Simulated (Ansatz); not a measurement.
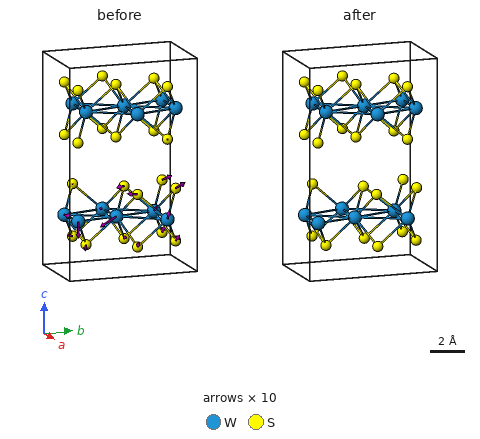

The structure of a defect cell of composition W$_{12}$S$_{23}$ before (left) and after (right) a relaxation, at one scale. The purple arrows give the displacements, 10 times their true length.

A ball-and-stick model of the cell of the calculation, seen slightly off an axis.

Case: S vacancy (site f), charge +0, atoms relaxed at the host's cell.

Theory: DFT PBEsol, scalar-relativistic, plane waves, PAW in Ansatz 0.2.0. Set-up: plane-wave cutoff 420 eV; k-point mesh 2 × 2 × 2; occupations gaussian; smearing width 0.01 eV; mesh shifted by (0.5, 0.5, 0.5); no spin polarisation; atoms relaxed in a fixed cell; force threshold 0.025 eV/Å; at most 45 steps.

What changed between the two?

After 3 geometry steps the energy has fallen by 0.368 eV per cell of the calculation. The largest force component goes from 2.2 to 0.023 eV/Å. A W atom moves most: 0.12 Å along [−1 −3 −1]. By element the largest moves are W 0.12 Å, S 0.08 Å. The lattice vectors keep their values. Near-neighbour distances that change, for instance: W–W 3.181 → 3.041 Å, S–W 2.494 → 2.379 Å, W–W 3.114 → 3.220 Å, S–W 2.498 → 2.398 Å. Among the angles between lasting bonds that change: W–S–W 80.6° → 84.1°, W–S–W 82.2° → 85.1°, W–S–W 85.0° → 82.8°.

Limits of the set-up: the periodic images lie only 6.3 Å apart, so the values are limited by the cell's size.
